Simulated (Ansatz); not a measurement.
**Run report: W5S11 (charge +1), geometry relaxation (part 2 of 5)**

The same run, continued: W5S11 (defect cell, 48 atoms in the cell, total charge +1); DFT PBE+D3(BJ), scalar-relativistic, plane waves, PAW, spin-polarised (Ansatz 0.2.0); cutoff 420 eV, 2×2×2 k-mesh, Gaussian smearing of 0.01 eV, collinear spins. The structure derives from a Materials Project entry. It belongs to a series of runs on one base structure; here: S on a W site (c), charge +1, atoms relaxed at the host's cell.

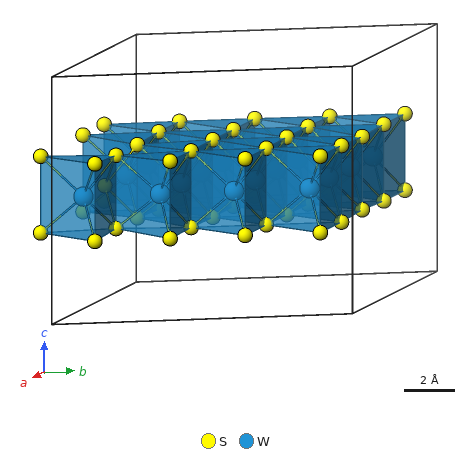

The geometry at step 3 of the log (polyhedral view of the cell of the calculation, with the vacuum cut short, seen slightly off an axis; polyhedra are completed across the faces of the cell).

Output, continued
```
SCF iter   1: F=—  HF=-185587.992754 eV  |F-HF|=—  |Δ(HF+E_count)|=         —  Δρ=2.46e-4 (↑2.35e-4 ↓2.46e-4)  dr2=3.94e-3  dr2_m=2.70e-5  M=1.000 μB ∫|m|=1.091 μB  β_m=0.65  ethr=1.06e-5  ⟨swp⟩=7.0  Hψ=5524  notcnv=0  defer=356
preconditioner: auto → Resta (q_TF=auto, 2.038 Å⁻¹)  ε∞=3.4  [insulator: Δε(μ)=0.056 eV  Ē_g=8.388 eV  σ=0.010 eV  W_gap=0.67  n_scr=316 (ndim 8)  ℏωp=13.0 eV  f_vac=0.610  D(μ)=38.57/eV (n_scr^D=212)  ε∞_Penn≈3.4  vacuum switching on, ρ_ref=5.1e-3 e/Å³]
spin=Collinear: Resta preconditioning applied to the charge; magnetization (m = ρ↑ − ρ↓) channel mixes plain (no charge-response kernel on spin).
SCF iter   2: F=—  HF=-185587.990251 eV  |F-HF|=—  |Δ(HF+E_count)|=   2.50e-3  Δρ=1.10e-4 (↑1.07e-4 ↓1.10e-4)  dr2=2.65e-3  dr2_m=5.49e-6  M=1.000 μB ∫|m|=1.091 μB  β_m=0.47  ethr=9.68e-7  ⟨swp⟩=2.0  Hψ=3321  notcnv=0  defer=356
SCF iter   3: F=—  HF=-185587.990084 eV  |F-HF|=—  |Δ(HF+E_count)|=   1.67e-4  Δρ=8.31e-5 (↑7.86e-5 ↓8.31e-5)  dr2=9.73e-4  dr2_m=3.05e-6  M=1.000 μB ∫|m|=1.091 μB  β_m=0.44  ethr=6.52e-7  ⟨swp⟩=2.0  Hψ=2743  notcnv=0  defer=356
SCF iter   4: F=—  HF=-185587.990001 eV  |F-HF|=—  |Δ(HF+E_count)|=   8.30e-5  Δρ=3.06e-5 (↑2.83e-5 ↓3.06e-5)  dr2=8.95e-5  dr2_m=6.32e-7  M=1.000 μB ∫|m|=1.091 μB  β_m=0.52  ethr=2.39e-7  ⟨swp⟩=1.1  Hψ=2168  notcnv=0  defer=356
SCF iter   5: F=—  HF=-185587.990006 eV  |F-HF|=—  |Δ(HF+E_count)|=   5.43e-6  Δρ=9.47e-6 (↑9.47e-6 ↓9.06e-6)  dr2=1.34e-5  dr2_m=1.05e-7  M=1.000 μB ∫|m|=1.091 μB  β_m=0.46  ethr=2.20e-8  ⟨swp⟩=2.0  Hψ=2883  notcnv=0  defer=356
SCF iter   6: F=—  HF=-185587.990005 eV  |F-HF|=—  |Δ(HF+E_count)|=   4.94e-7  Δρ=4.11e-6 (↑4.11e-6 ↓4.10e-6)  dr2=1.21e-6  dr2_m=4.37e-8  M=1.000 μB ∫|m|=1.091 μB  β_m=0.57  ethr=3.29e-9  ⟨swp⟩=2.1  Hψ=3163  notcnv=0  defer=356
SCF iter   7: F=—  HF=-185587.990006 eV  |F-HF|=—  |Δ(HF+E_count)|=   1.51e-7  Δρ=1.37e-6 (↑1.30e-6 ↓1.37e-6)  dr2=2.86e-7  dr2_m=8.11e-9  M=1.000 μB ∫|m|=1.091 μB  β_m=0.58  ethr=2.97e-10  ⟨swp⟩=2.4  Hψ=3275  notcnv=0  defer=356
SCF iter   8: F=—  HF=-185587.990006 eV  |F-HF|=—  |Δ(HF+E_count)|=   4.42e-8  Δρ=6.90e-7 (↑6.30e-7 ↓6.90e-7)  dr2=1.21e-7  dr2_m=1.79e-9  M=1.000 μB ∫|m|=1.091 μB  β_m=0.51  ethr=7.02e-11  ⟨swp⟩=2.0  Hψ=2898  notcnv=0  defer=356
iter 9 did not close the SCF: its close was put off for a magnetic moment that had not settled (scf_convergence_deferred on its scf_iter line)
SCF iter   9: F=-185587.990006 eV  HF=-185587.990006 eV  |F-HF|=1.72e-9  |Δ(HF+E_count)|=   4.28e-9  Δρ=3.07e-7 (↑2.88e-7 ↓3.07e-7)  dr2=7.94e-9  dr2_m=7.69e-10  M=1.000 μB ∫|m|=1.091 μB  β_m=0.58  ethr=2.46e-11  ⟨swp⟩=28.9  Hψ=20951  notcnv=0
iter 10 did not close the SCF: its close was put off until two iterations running show no level that it waits for move by more than its bar (scf_convergence_deferred on its scf_iter line)
SCF iter  10: F=-185587.990006 eV  HF=-185587.990006 eV  |F-HF|=3.61e-9  |Δ(HF+E_count)|=   2.71e-9  Δρ=1.78e-7 (↑1.68e-7 ↓1.78e-7)  dr2=4.96e-9  dr2_m=2.27e-10  M=1.000 μB ∫|m|=1.091 μB  β_m=0.53  ethr=1.95e-12  ⟨swp⟩=7.0  Hψ=13184  notcnv=0
SCF iter  11: F=-185587.990006 eV  HF=-185587.990006 eV  |F-HF|=6.98e-10  |Δ(HF+E_count)|=  5.53e-10  Δρ=8.13e-8 (↑6.05e-8 ↓8.13e-8)  dr2=6.46e-10  dr2_m=6.27e-11  M=1.000 μB ∫|m|=1.091 μB  ethr=1.22e-12  ⟨swp⟩=7.0  Hψ=12509  notcnv=0
SCF 3 converged in 11 iterations: F = -185587.990006 eV  dr2 = 6.46e-10
  greatest PAW one-centre occupation: 1.000 electrons in one spin orbital (limit 2), on the W atom at site 3 (counted from 0), in its partial waves of l = 0
relax step   3: F+E_penalty+E_count = -185587.99000569 eV  Δ(F+E_penalty+E_count) = -7.196e-3 eV  max|allowed force component| = 1.153e-2 eV/Å  Δτ_max = 0.0081 Å  (11 SCF iters, accepted)
```

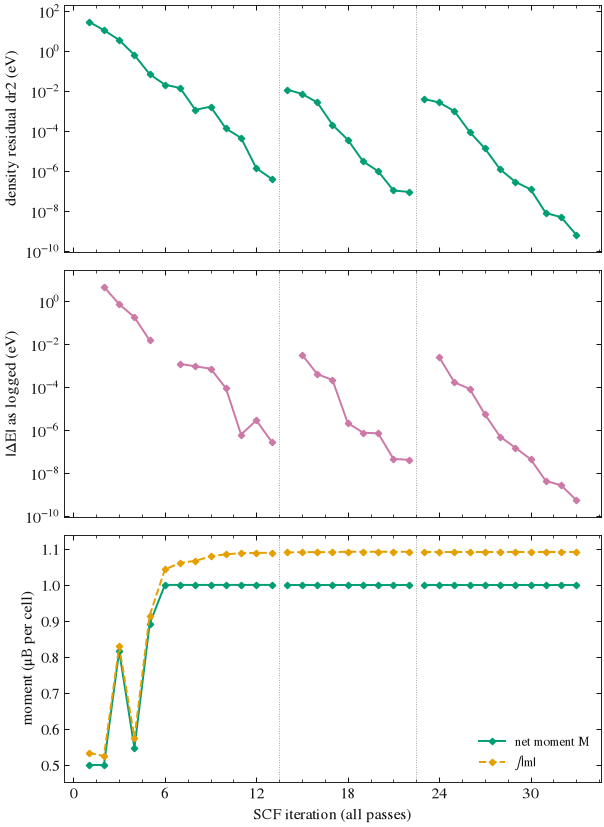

Convergence of the self-consistent field: density residual dr2, size of the energy change and magnetic moment against the SCF iteration. The dotted lines part the SCF passes of the relaxation: geometry steps, rejected trials and re-solves on a re-selected basis. The passes take 13, 9 and 11 iterations. The net moment goes from 0.5 to 1.0 μB per cell.

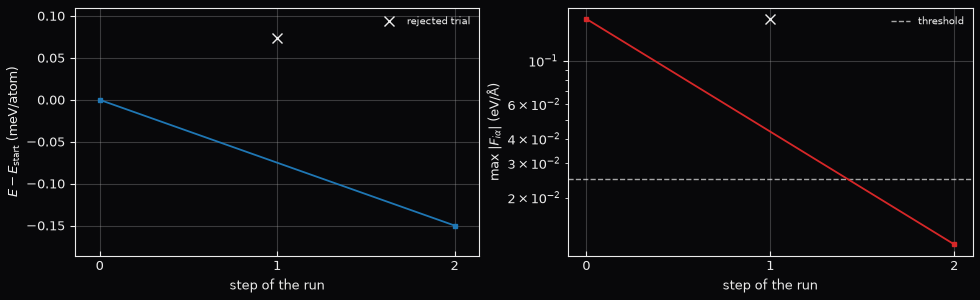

Progress of the relaxation, step by step (the first geometry is step 0 here and step 1 in the log). The largest moves, 0.008 Å, are those of W2, W4, W5, W8, W13 and W14. By element the largest moves are W 0.008 Å, S 0.006 Å. The lattice vectors keep their values. The energy falls by 0.1 meV per atom in 2 geometry steps. Largest force component: 0.16 eV/Å at the start, 0.012 eV/Å at the end. The line search rejected the trial step at point 1 (counted from 0) and went back. (Atoms are counted from 1 in the order of the input.)

```
WARN: The output density's exchange-correlation potential varies sharply where the density is thin. Do not read a vacuum level from v_tot or v_xc, or from such a field of the output density. On a cell that repeats whose density bears no net charge and no dipole along the vacuum's axis use v_es (v_loc + v_h of the components); under efield.dipole_correction with no amplitude use v_es + v_field, which holds any external_charges[].barrier, or the levels of the report's work_function block, which leave it out; under a non-zero efield.amplitude the vacuum is tilted and has no level; on a cell that repeats and bears such a dipole with no correction it is tilted too, and efield.dipole_correction with no amplitude gives each side of its ramp a level where efield: is served; in a cell that repeats whose density bears a net charge (total_charge, or a fill off its count) it is curved and has none; of a slab under crystal.periodic whose density bears no net charge use v_es, which has a level on each side, short of where the two are joined; of another it falls or rises all the way out and has none; of a slab beside external_charges read slab_vacuum_level instead, which it has where they leave it neutral. The grid or the basis barely resolves most such structure, and the values can differ between equally converged runs; as a rule a tighter scf.convergence.dr2_threshold does not remove it. Where the density itself ripples (under the LDA too) a higher basis.ecutwfc lessens it. The files hold the spikes' plane waves up to the density's cutoff. Files: v_tot_of_output_density and the like, and their columns of v_z.tsv (output.write_potential); v_xc_of_output_density and the like, and their columns of v_comp_z.tsv (output.write_potential_components). Measured: with its Gaussian average of σ = 0.25 Å subtracted twice, the exchange-correlation potential is over 0.1 eV at 250 of the grid points where the equally averaged density (valence and model cores) is under 1e-3 e/Å³, and 0.239 eV at the most among them, at an averaged density of 4.9e-9 e/Å³. The input density's (outcome.potential() and, of a run that writes arrays, v_tot and v_xc) is over 0.1 eV, so measured, at 201 points of its own thin density, 0.514 eV at the most. See output.write_potential in the manual, Limitations
SCF converged after 11 iterations
Magnetization: 1.0000 μB (204.0000 up, 203.0000 down)
Absolute magnetization: 1.0911 μB (∫|ρ↑−ρ↓|, with the PAW one-centre terms)
Spin contamination: 0.0026 ħ² per cell (⟨S²⟩ above its minimum at these occupations)
Per-site moments (μB) at R_I (Å): [(0.0027854552683235804, 0.9804482489984284), (0.06230506128345261, 0.9894126403977026), (0.0035916986436132334, 0.9932536953165496), (0.06230506128345258, 0.9894126403977026), (0.062305061283452486, 0.9894126403977018), (0.01136865420124977, 0.9939126717210911), (0.011368654201249852, 0.9939126717210913), (0.0623050612834525, 0.9894126403977024), (0.003591698643613185, 0.9932536953165493), (0.011368654201249828, 0.9939126717210913), (0.0035916986436131293, 0.9932536953165494), (0.011677551278033684, 0.9928333207142669), (0.062305061283452465, 0.9894126403977016), (0.06230506128345249, 0.9894126403977016), (0.011677551278033795, 0.9928333207142667), (0.011677551278033788, 0.9928333207142663), (0.010755148985412938, 0.980448248998429), (0.010755148985413, 0.9804482489984294), (0.0018816103677160507, 0.9894126403977026), (0.0018816103677160437, 0.9894126403977026), (0.004801528270971458, 0.9928333207142674), (0.0018816103677160466, 0.9894126403977018), (-9.027888564916867e-5, 0.9939126717210911), (0.0018816103677160188, 0.9894126403977024), (0.0031808916313354222, 0.9948449066779612), (0.001881610367715992, 0.9894126403977016), (0.0018816103677160158, 0.9894126403977016), (0.003180891631335412, 0.9948449066779612), (0.004801528270971483, 0.9928333207142669), (0.010755148985413005, 0.9804482489984284), (0.0048015282709714825, 0.9928333207142672), (0.003180891631335501, 0.9948449066779613), (0.01075514898541304, 0.9804482489984295), (0.010755148985413052, 0.98044824899843), (0.0018816103677161407, 0.9894126403977032), (0.0018816103677161123, 0.9894126403977032), (0.004801528270971514, 0.9928333207142669), (0.0018816103677160904, 0.9894126403977024), (-9.027888564906784e-5, 0.9939126717210911), (0.0018816103677161062, 0.9894126403977027), (0.0031808916313355593, 0.9948449066779618), (0.0018816103677160758, 0.989412640397702), (0.0018816103677160678, 0.9894126403977022), (0.0031808916313355614, 0.9948449066779618), (0.0048015282709715085, 0.9928333207142663), (0.010755148985413021, 0.9804482489984289), (0.004801528270971502, 0.9928333207142667), (0.003180891631335593, 0.9948449066779618)]
Free energy (F): -185587.990006 eV
Harris-Foulkes:  -185587.990006 eV  (|F-HF|=6.98e-10)
Internal energy: -185587.988077 eV  (E = F + TS)
E sigma→0 (E₀):  -185587.989042 eV
Entropy (-TS):   -0.001928 eV (-0.040 meV/atom)
Fermi energy:    -0.004829 eV
--- Per-component energies (eV) ---
  E_band       = -7349.489018
  E_kinetic    = 10305.183688
  E_local      = -191941.637152  (includes V_loc(G=0)·N_el)
  E_nonlocal   = 948.285026
  E_hartree    = 90927.142049
  E_xc         = -7213.743786
  E_vxc        = -6474.569499  (∫ρ·V_xc dr)
  E_paw        = -148247.232445  (= ΣΔE_a)
  E_vpaw       = -2041.037219  (= ΣTr[D̂ρ^β])
  E_aug_tail   = -0.000927  (compensation charges beyond the density's cutoff)
  E_ewald      = 59648.819634
  E_disp       = -14.804165  (pairwise vdW)
  E_smearing   = -0.001928  (= −TS)
  E_closure    = -0.000000  (closes the sum)
  E_deformation_potential = 6.371161  (in the stress; not in F)
  Σ components = -185587.990006   (vs F -185587.990006, Δ=0.00e0)
--- Forces (eV/Å), atoms counted from 1 ---
  atom   1  S      0.00000000    -0.00000000     0.00000000
  atom   2  W     -0.00916453     0.00718194     0.00000000
  atom   3  W      0.00124849     0.00072081     0.00000000
  atom   4  W      0.00163747    -0.01152768     0.00000000
  atom   5  W      0.00916453     0.00718194     0.00000000
  atom   6  W      0.00000000     0.00544665     0.00000000
  atom   7  W      0.00471694    -0.00272333     0.00000000
  atom   8  W      0.01080200     0.00434575     0.00000000
  atom   9  W     -0.00124849     0.00072081     0.00000000
  atom  10  W     -0.00471694    -0.00272333     0.00000000
  atom  11  W      0.00000000    -0.00144163     0.00000000
  atom  12  W      0.00555851     0.00320921     0.00000000
  atom  13  W     -0.00163747    -0.01152768     0.00000000
  atom  14  W     -0.01080200     0.00434575     0.00000000
  atom  15  W     -0.00555851     0.00320921     0.00000000
  atom  16  W      0.00000000    -0.00641842     0.00000000
  atom  17  S      0.00907393    -0.00523883    -0.00343821
  atom  18  S     -0.00000000     0.01047767    -0.00343821
  atom  19  S      0.00100355    -0.00160512     0.00279982
  atom  20  S     -0.00088831     0.00167166     0.00279982
  atom  21  S      0.00174078     0.00100504     0.00025131
  atom  22  S     -0.00100355    -0.00160512     0.00279982
  atom  23  S     -0.00000000     0.00000000    -0.00289897
  atom  24  S     -0.00189185    -0.00006653     0.00279982
  atom  25  S     -0.00025781     0.00014885     0.00207881
  atom  26  S      0.00088831     0.00167166     0.00279982
  atom  27  S      0.00189185    -0.00006653     0.00279982
  atom  28  S     -0.00000000    -0.00029769     0.00207881
  atom  29  S     -0.00000000    -0.00201008     0.00025131
  atom  30  S     -0.00907393    -0.00523883    -0.00343821
  atom  31  S     -0.00174078     0.00100504     0.00025131
  atom  32  S      0.00025781     0.00014885     0.00207881
  atom  33  S      0.00907393    -0.00523883     0.00343821
  atom  34  S     -0.00000000     0.01047767     0.00343821
  atom  35  S      0.00100355    -0.00160512    -0.00279982
  atom  36  S     -0.00088831     0.00167166    -0.00279982
  atom  37  S      0.00174078     0.00100504    -0.00025131
  atom  38  S     -0.00100355    -0.00160512    -0.00279982
  atom  39  S     -0.00000000     0.00000000     0.00289897
  atom  40  S     -0.00189185    -0.00006653    -0.00279982
  atom  41  S     -0.00025781     0.00014885    -0.00207881
  atom  42  S      0.00088831     0.00167166    -0.00279982
  atom  43  S      0.00189185    -0.00006653    -0.00279982
  atom  44  S     -0.00000000    -0.00029769    -0.00207881
  atom  45  S     -0.00000000    -0.00201008    -0.00025131
  atom  46  S     -0.00907393    -0.00523883     0.00343821
  atom  47  S     -0.00174078     0.00100504    -0.00025131
  atom  48  S      0.00025781     0.00014885    -0.00207881
  max |Σ_I F_I| component: 7.70e-17 eV/Å
--- Charged-cell corrections in eV (Makov–Payne, q = +1.000 e, ε = [5.610, 5.610, 1.433]) ---
  F (periodic)     = -185587.990006  (uncorrected; the corrections below are reported, never added to it)
  E_corr1          = +0.202195  (monopole, q²α_M/2ε̄L, of the cell on which ε is isotropic)
  F Makov-Payne    = -185587.787811  (F + E_corr1; no measured alignment; for a localised charge, not one spread in a band: unchecked)
  no potential alignment in this run, which stands beside a crystal: run the host's input off ansatz write-host-input, and read the two finished runs by ansatz place-levels (neither reads a slab, a wire or a sheet, whose cell leaves a vacuum)
--- Band table (eV; the first three rows and the last of 8) ---
```
